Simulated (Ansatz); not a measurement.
# Band-structure calculation, with input and output: CdSe (part 2 of 2)

Continued. System: CdSe (2 atoms in the cell). Method: DFT, HSE06, plane waves, PAW, no spin polarisation (Ansatz 0.2.0); cutoff 420 eV, 6×6×6 k-mesh, fixed occupations. The structure was built on a prototype by a generator. The geometry comes from this level: r2SCAN (a point of a series of strains).

Geometry of the input (Å; fractional positions):
```
0.0000  3.0678  3.0678
3.0678  0.0000  3.0678
3.0678  3.0678  0.0000
Cd 0.0000  0.0000  0.0000
Se 0.2500  0.2500  0.2500
```

**Output, continued**
```
--- Forces (eV/Å), atoms counted from 1 ---
  atom   1  Cd     0.00000000    -0.00000000    -0.00000000
  atom   2  Se    -0.00000000     0.00000000     0.00000000
  max |Σ_I F_I| component: 6.94e-17 eV/Å
--- Stress (GPa, compression-positive) ---
        0.212507       0.000000      -0.000000
        0.000000       0.212507       0.000000
       -0.000000       0.000000       0.212507
  P = ⅓ Tr σ = 0.2125 GPa (2.125 kbar)
--- Band table (eV; the first three rows and the last of 16) ---
  k-point 0: bands = ["-100.1712", "-59.8994", "-59.8994", "-59.8994", "-43.6620", "-43.6620", "-43.6620", "-43.6583", "-43.6583", "-7.0010", "-2.5709", "-2.5709", "-2.5709", "-2.2206", "-2.2206", "6.5314", "6.5314", "6.5314", "8.0147", "13.5001", "13.5001", "13.5001"]
  k-point 1: bands = ["-100.1712", "-59.8994", "-59.8994", "-59.8994", "-43.6620", "-43.6620", "-43.6620", "-43.6583", "-43.6583", "-6.9063", "-2.5445", "-2.5445", "-2.4730", "-2.2214", "-2.2214", "4.8711", "6.3194", "6.3194", "9.2823", "13.2239", "13.8353", "13.8353"]
  k-point 2: bands = ["-100.1712", "-59.8994", "-59.8994", "-59.8993", "-43.6620", "-43.6620", "-43.6620", "-43.6583", "-43.6583", "-6.7166", "-2.4999", "-2.4999", "-2.2127", "-2.2127", "-2.1624", "2.9131", "5.9411", "5.9411", "9.8771", "14.0686", "14.0686", "14.0844"]
  k-point 15: bands = ["-100.1713", "-59.8995", "-59.8994", "-59.8992", "-43.6621", "-43.6621", "-43.6621", "-43.6583", "-43.6582", "-6.5062", "-2.3875", "-2.3850", "-2.2808", "-2.1961", "-1.7320", "2.4153", "4.3262", "4.3870", "11.7710", "12.1874", "15.1640", "15.5625"]
```

**File bands.tsv**
```
# k_distance	band_0	band_1	band_2	band_3	band_4	band_5	band_6	band_7	band_8	band_9	band_10	band_11	band_12	band_13	band_14	band_15	band_16	band_17	band_18	band_19	band_20	band_21
# fermi_ev = 6.531378
# lock_threshold_ev = 1e-6
# [0, 0, 0] at k_distance = 0.000000
# [-0.5, -0.5, 0] at k_distance = 1.024060
# [-0.375, -0.375, 0.25] at k_distance = 1.386120
# [-0.375, 0, 0.375] at k_distance = 2.013227
# [0, 0, 0.5] at k_distance = 2.640333
# [-0.5, -0.25, 0.25] at k_distance = 3.364453
# levels_relative_to = fermi_ev
# free_energy_ev = -13730.135850
# largest_residual_norms_ev = 1.810e-4 5.464e-5 3.651e-4 6.965e-5 8.544e-5 1.108e-4 8.356e-5 8.190e-5 7.152e-5 4.512e-4 1.217e-3 1.485e-3 1.710e-3 2.565e-3 1.257e-3 4.157e-4 7.530e-4 7.606e-4 8.145e-4 9.059e-4 1.219e-3 1.280e-3
0.000000	-106.702610	-66.430797	-66.430797	-66.430797	-50.193369	-50.193369	-50.193369	-50.189701	-50.189701	-13.532371	-9.102285	-9.102285	-9.102285	-8.751949	-8.751949	0.000000	0.000000	0.000000	1.483353	6.968721	6.968721	6.968721
1.024060	-106.702634	-66.430735	-66.430735	-66.430700	-50.193452	-50.193452	-50.193432	-50.189696	-50.189589	-13.036661	-8.900410	-8.867166	-8.867166	-8.701019	-8.348311	-4.219920	-1.889280	-1.889280	3.990719	4.712554	10.163327	11.424981
1.386120	-106.702633	-66.430859	-66.430749	-66.430565	-50.193452	-50.193446	-50.193429	-50.189675	-50.189611	-13.047482	-8.946068	-8.903443	-8.813222	-8.726645	-8.274093	-4.118349	-2.582276	-1.546181	4.627123	6.148843	9.233673	9.709186
2.013227	-106.702633	-66.430859	-66.430749	-66.430565	-50.193452	-50.193446	-50.193429	-50.189675	-50.189611	-13.047482	-8.946068	-8.903443	-8.813222	-8.726645	-8.274093	-4.118349	-2.582276	-1.546181	4.627123	6.148843	9.233673	9.709186
2.640333	-106.702663	-66.430797	-66.430797	-66.430697	-50.193431	-50.193424	-50.193424	-50.189662	-50.189662	-13.153800	-9.014606	-9.014606	-8.733086	-8.733086	-8.434076	-4.514323	-0.762560	-0.762560	3.334766	7.456519	7.456519	8.400414
3.364453	-106.702614	-66.430877	-66.430731	-66.430528	-50.193450	-50.193448	-50.193429	-50.189668	-50.189615	-13.037882	-8.930284	-8.921928	-8.787302	-8.745985	-8.237236	-4.075245	-2.311335	-2.222757	6.084678	6.109698	7.516409	8.527536
```

**File rho_z.tsv**
```
# z_ang	rho[e/angstrom^3]
# format = ansatz-planar-average/11
# lattice	0.000000000	3.067780965	3.067780965
# lattice	3.067780965	0.000000000	3.067780965
# lattice	3.067780965	3.067780965	0.000000000
# sites	2
# site	48	0.000000000	0.000000000	0.000000000
# site	34	1.533890482	1.533890482	1.533890482
0.000000	1.382145e0
0.144617	1.348791e0
0.289233	1.216662e0
0.433850	1.061373e0
0.578466	9.741555e-1
0.723083	1.018708e0
0.867699	1.171186e0
1.012316	1.297635e0
1.156933	1.250734e0
1.301549	1.014937e0
1.446166	7.109123e-1
1.590782	4.605311e-1
1.735399	3.007385e-1
1.880016	2.102360e-1
2.024632	1.590745e-1
2.169249	1.268056e-1
2.313865	1.029796e-1
2.458482	8.487304e-2
2.603098	7.268157e-2
2.747715	6.601422e-2
2.892332	6.533745e-2
3.036948	7.271289e-2
3.181565	9.234974e-2
3.326181	1.343173e-1
3.470798	2.156154e-1
3.615415	3.548395e-1
3.760031	5.600654e-1
3.904648	8.152668e-1
4.049264	1.077066e0
4.193881	1.284663e0
```

**File v_z.tsv**
```
# z_ang	v_es[eV]	v_tot[eV]
# format = ansatz-planar-average/11
# xc	hse06
# density_cutoff_ev	1680
# datasets	Cd=:simpson_from_first_knot:soft:fock:shift=0	Se=:simpson_from_first_knot:soft:fock:shift=0
# lattice	0.000000000	3.067780965	3.067780965
# lattice	3.067780965	0.000000000	3.067780965
# lattice	3.067780965	3.067780965	0.000000000
# sites	2
# site	48	0.000000000	0.000000000	0.000000000
# site	34	1.533890482	1.533890482	1.533890482
0.000000	3.054490e0	-6.075353e0
0.144617	2.329563e0	-7.021973e0
0.289233	1.889918e0	-7.564792e0
0.433850	1.844194e0	-7.627721e0
0.578466	2.139700e0	-7.288456e0
0.723083	2.679068e0	-6.639779e0
0.867699	3.391034e0	-5.750022e0
1.012316	4.203954e0	-4.679492e0
1.156933	5.011476e0	-3.551527e0
1.301549	5.699987e0	-2.509233e0
1.446166	6.247015e0	-1.581235e0
1.590782	6.751869e0	-6.783346e-1
1.735399	7.320557e0	3.005207e-1
1.880016	8.044055e0	1.431028e0
2.024632	8.944728e0	2.720867e0
2.169249	9.870305e0	4.019108e0
2.313865	1.056433e1	5.035427e0
2.458482	1.091800e1	5.654626e0
2.603098	1.102082e1	5.954257e0
2.747715	1.093794e1	5.926600e0
2.892332	1.068689e1	5.667687e0
3.036948	1.024426e1	5.237804e0
3.181565	9.560855e0	4.403315e0
3.326181	8.691310e0	3.121613e0
3.470798	7.761365e0	1.655153e0
3.615415	6.866005e0	1.741999e-1
3.760031	6.039209e0	-1.252405e0
3.904648	5.273079e0	-2.581279e0
4.049264	4.552723e0	-3.814028e0
4.193881	3.833664e0	-4.965626e0
```

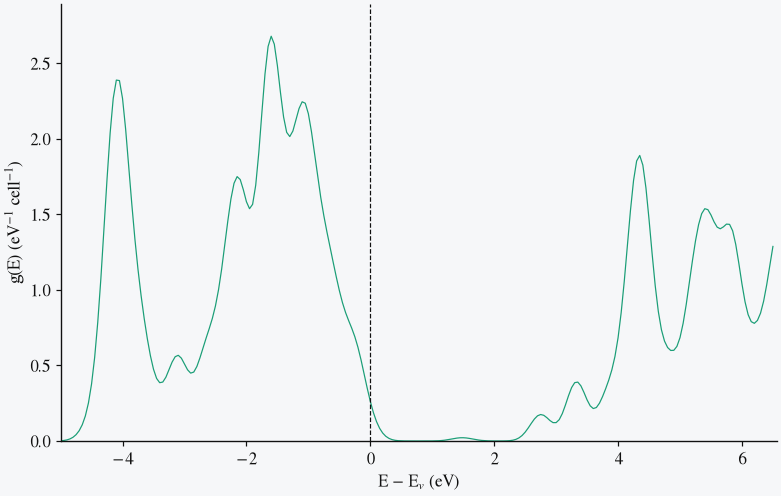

*Density of states (the curve is built from the levels of the k mesh with Gaussians 0.4 eV wide, which also blur the band edges), with energies from the valence-band top.*

There is a gap of 1.48 eV on the k-point mesh. Small ripples come from the finite k-point mesh.

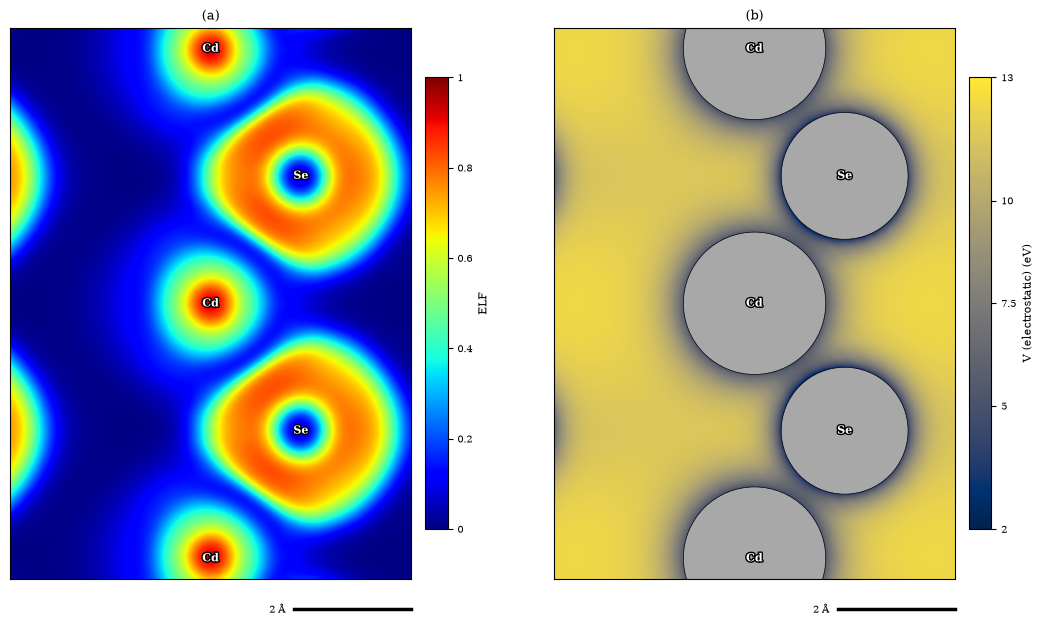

*(a) ELF; (b) electrostatic potential (local pseudopotential plus Hartree) felt by an electron on the (011) plane of the conventional cell. Grey discs, where drawn, cover atomic cores.*

Cd–Se (2.66 Å): the ELF is about 0.40 at the midpoint. The strong features right at Cd lie inside the PAW spheres (semicore, d or f shells) and say nothing about bonding. Outside the cores the potential energy rises away from the atoms and is highest about 2.6 Å from the nearest atoms; outside the discs it spans about 10 eV, and its zero is arbitrary. In a PAW calculation such maps are meaningful between the atoms, not at the nuclei.
